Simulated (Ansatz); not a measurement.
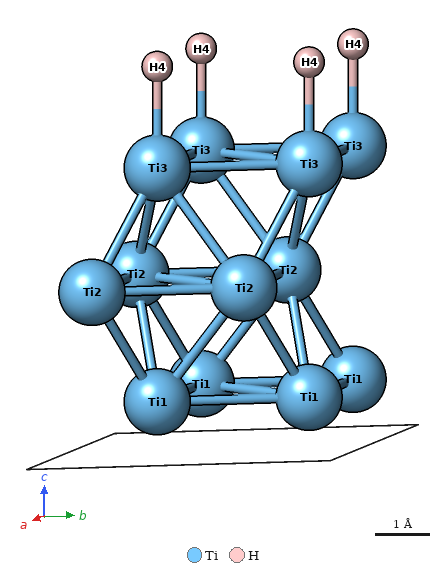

Starting structure of a slab of composition Ti3H. The picture is a ball-and-stick view of the 2 × 2 repeat of the cell, outlined in the plane, without the vacuum, seen slightly off an axis.

1 atoms are held fixed.

The calculation used Ansatz 0.2.0, DFT r2SCAN, scalar-relativistic, plane waves, PAW; settings changed.

Input
```yaml
crystal:
  lattice:
    - [2.9357969418, 0.0, 0.0]
    - [-1.4678984709, 2.5424747319, 0.0]
    - [0.0, 0.0, 23.6361929095]
  atoms:
    - { symbol: Ti, position: [0.3333333333, 0.6666666667, 0.3596179821] }
    - { symbol: Ti, position: [0.6666666667, 0.3333333333, 0.4531964186] }
    - { symbol: Ti, position: [0.3333333333, 0.6666666667, 0.5467425955] }
    - { symbol: H, position: [0.3333333333, 0.6666666667, 0.6279739515] }
basis:
  ecutwfc: 500
  xc_grid: 2
kpoints:
  mp_grid: { grid: [12, 12, 1] }
hamiltonian:
  xc: r2scan
scf:
  occupations: { method: gaussian, width: 0.1 }
output:
  forces: true
  eigenvalues: true
relax:
  adjacent_minimum: "off"
  f_tol: 0.03
  max_steps: 70
  constraints: [{ sites: [0] }]
efield:
  axis: 3
  dipole_correction: true
  ramp_width: 0.04
```

Run as
```bash
ansatz run input.yaml --threads 2 --pin off --max-ram 5120MiB --backend cpu --events-out ev --progress --plain --runs-dir out
```

Question: What does the optimiser find from here?

Answer: Over 4 geometry steps the energy falls by 0.196 eV per cell of the calculation. Largest force component: 1.8 eV/Å at the start, 0.009 eV/Å at the end. The atom that moves furthest is Ti3 (0.11 Å along the normal (+c)). Largest moves by element: Ti 0.11 Å, H 0.08 Å. The cell doesn't change. Some distances before and after: Ti3–H4 1.920 → 1.731 Å, Ti2–Ti3 2.786 → 2.943 Å, Ti1–Ti2 2.787 → 2.721 Å. Cost: 36 s on 2 threads of Arm Neoverse V2, with other jobs on the host, peak memory 0.5 GiB.

After the run, drawn alike:

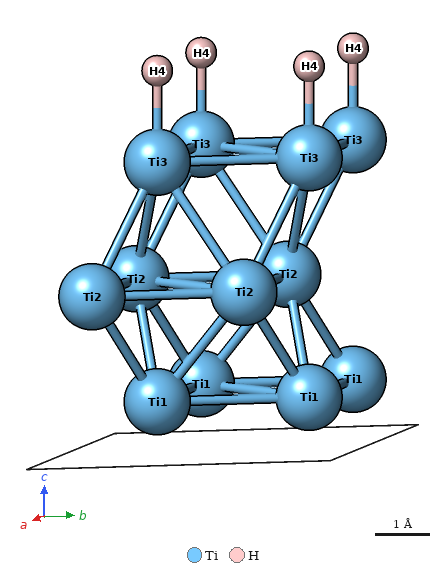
